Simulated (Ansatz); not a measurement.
Zr₇SiO₁₆ (cell with a defect)

Input

```
crystal:
  lattice:
    - [-4.2974407741, 0.0, -5.2917550941]
    - [5.1895664815, 5.2420801746, -0.011986386]
    - [5.1895664815, -5.2420801746, -0.011986386]
  atoms:
    - { symbol: Si, position: [0.2100338419, 0.4452362339, 0.4890297915] }
    - { symbol: Zr, position: [0.2100338419, 0.9452362339, 0.9890297915] }
    - { symbol: Zr, position: [0.7100338419, 0.4890297915, 0.9452362339] }
    - { symbol: Zr, position: [0.7100338419, 0.9890297915, 0.4452362339] }
    - { symbol: Zr, position: [0.2899661581, 0.0109702085, 0.5547637661] }
    - { symbol: Zr, position: [0.2899661581, 0.5109702085, 0.0547637661] }
    - { symbol: Zr, position: [0.7899661581, 0.0547637661, 0.0109702085] }
    - { symbol: Zr, position: [0.7899661581, 0.5547637661, 0.5109702085] }
    - { symbol: O, position: [0.1499981753, 0.6943158908, 0.52066632] }
    - { symbol: O, position: [0.1499981753, 0.1943158908, 0.02066632] }
    - { symbol: O, position: [0.6499981753, 0.02066632, 0.6943158908] }
    - { symbol: O, position: [0.6499981753, 0.52066632, 0.1943158908] }
    - { symbol: O, position: [0.9755306553, 0.3906502659, 0.1338962514] }
    - { symbol: O, position: [0.9755306553, 0.8906502659, 0.6338962514] }
    - { symbol: O, position: [0.5244693447, 0.3661037486, 0.6093497341] }
    - { symbol: O, position: [0.5244693447, 0.8661037486, 0.1093497341] }
    - { symbol: O, position: [0.4755306553, 0.1338962514, 0.8906502659] }
    - { symbol: O, position: [0.4755306553, 0.6338962514, 0.3906502659] }
    - { symbol: O, position: [0.0244693447, 0.1093497341, 0.3661037486] }
    - { symbol: O, position: [0.0244693447, 0.6093497341, 0.8661037486] }
    - { symbol: O, position: [0.3500018247, 0.47933368, 0.8056841092] }
    - { symbol: O, position: [0.3500018247, 0.97933368, 0.3056841092] }
    - { symbol: O, position: [0.8500018247, 0.8056841092, 0.97933368] }
    - { symbol: O, position: [0.8500018247, 0.3056841092, 0.47933368] }
  host:
    lattice:
      - [5.1895664815, 0.0, -0.011986386]
      - [0.0, 5.2420801746, 0.0]
      - [-0.8921257074, 0.0, 5.3037414801]
    atoms:
      - { symbol: Zr, position: [0.7242321835, 0.9562064424, 0.7899661581] }
      - { symbol: Zr, position: [0.7242321835, 0.5437935576, 0.2899661581] }
      - { symbol: Zr, position: [0.2757678165, 0.4562064424, 0.7100338419] }
      - { symbol: Zr, position: [0.2757678165, 0.0437935576, 0.2100338419] }
      - { symbol: O, position: [0.0649840355, 0.1736495708, 0.8500018247] }
      - { symbol: O, position: [0.0649840355, 0.3263504292, 0.3500018247] }
      - { symbol: O, position: [0.549015862, 0.2567540145, 0.0244693447] }
      - { symbol: O, position: [0.450984138, 0.7567540145, 0.4755306553] }
      - { symbol: O, position: [0.549015862, 0.2432459855, 0.5244693447] }
      - { symbol: O, position: [0.450984138, 0.7432459855, 0.9755306553] }
      - { symbol: O, position: [0.9350159645, 0.6736495708, 0.6499981753] }
      - { symbol: O, position: [0.9350159645, 0.8263504292, 0.1499981753] }
basis:
  ecutwfc: 420
  xc_grid: 2
kpoints:
  mp_grid: { grid: [2, 2, 2], shift: [0.5, 0.5, 0.5] }
hamiltonian:
  xc: pbe
scf:
  occupations: { method: gaussian, width: 0.02 }
output:
  forces: true
  stress: false
  eigenvalues: true
  charged_corrections: { defect_position: [0.21003384, 0.44523623, 0.48902979] }
  write_density: true
  write_potential: true
  elf: true
  volumetric_format: npy
relax:
  adjacent_minimum: "off"
  f_tol: 0.03
  max_steps: 40
```

Command:

```sh
ansatz run input.yaml --threads 8 --pin off --max-ram 16384MiB --backend cpu --events-out ev --progress --plain --runs-dir out
```

The fields are those of the relaxed geometry.

Theory: DFT PBE, scalar-relativistic, plane waves, PAW (Ansatz 0.2.0).

Core electrons are frozen (PAW), and the valence fields are smoothed inside the atomic spheres.

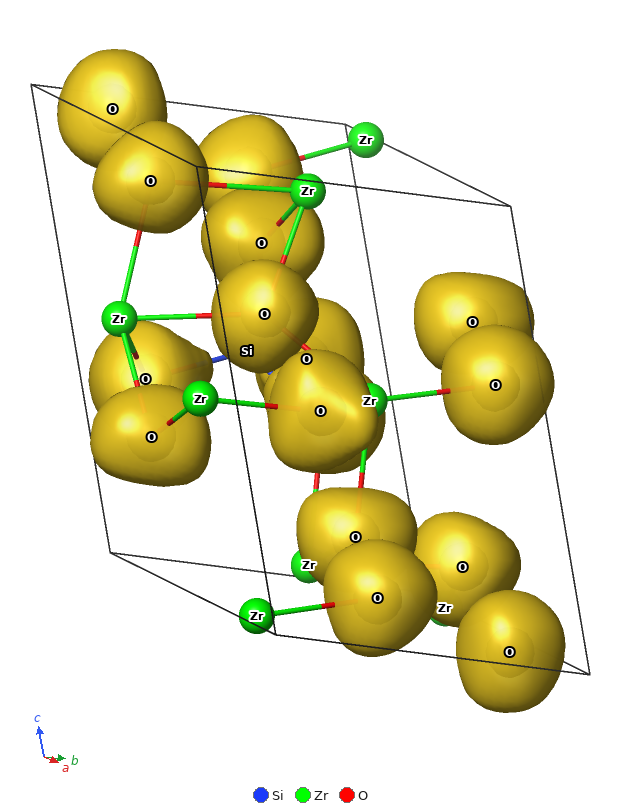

Figure 1. Isosurface of the electron localisation function at 0.7 (yellow), seen slightly off an axis. Core shells and regions of very low density are left out. Sticks mark near contacts.

### What do the ELF domains correspond to?

The ELF exceeds this value in five regions on O in which the atom's valence shell and bonds are merged and eleven regions wrapped around O (the valence shell of each), counted in one cell of 24 atoms. Regions shared between cells count once. Profiles from the grid: Si–O (1.71 Å): the ELF peaks at about 0.85 between the atoms. Zr–O (2.01 Å): the ELF peaks at about 0.85 in the valence shell of O, 0.6 Å from its nucleus, and drops to about 0.25 between the two atoms; no localised pair shows between them.

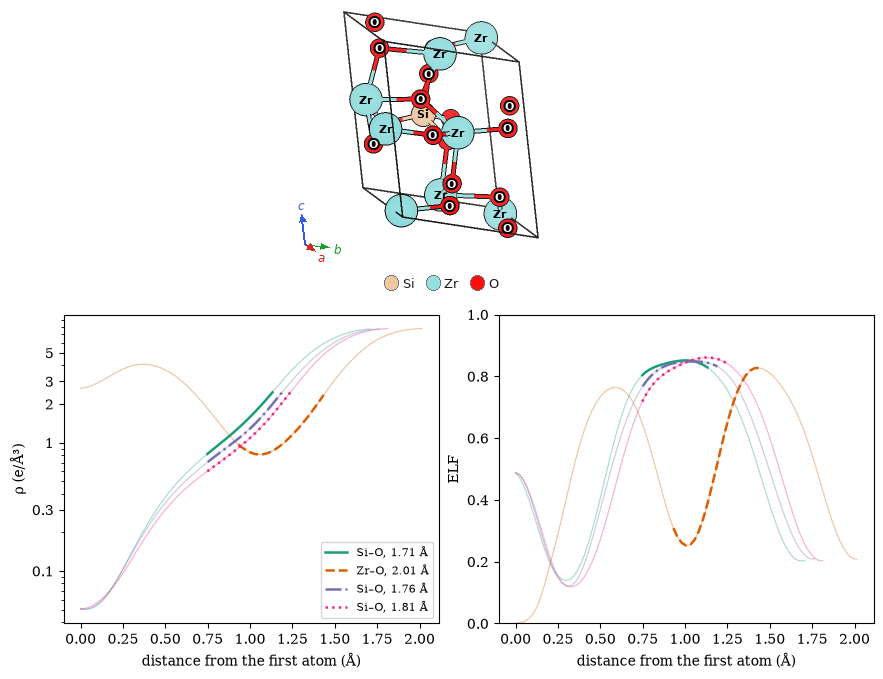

Figure 2. Valence pseudo-density and ELF along straight lines between neighbouring atoms. Thin, pale parts lie inside the atomic spheres. The structure is drawn too.

### What can be read from the curves?

Si–O (1.71 Å): ρ is about 1.1 e/Å³ halfway; the ELF peaks at about 0.85 between the atoms.
Zr–O (2.01 Å): the density is about 0.83 e/Å³ at the midpoint; the ELF peaks at about 0.85 in the valence shell of O, 0.6 Å from its nucleus, and drops to about 0.25 between the two atoms: no localised pair shows between them.
Si–O (1.76 Å): ρ is about 0.96 e/Å³ halfway; the ELF peaks at about 0.85 between the atoms.
Si–O (1.81 Å): the density is about 0.86 e/Å³ at the midpoint; the ELF peaks at about 0.85 between the atoms.

### Metal or insulator at this level of theory?

It is gapped, with a Kohn–Sham gap of 3.8 eV on the k-point mesh, an upper bound to the gap of this method.
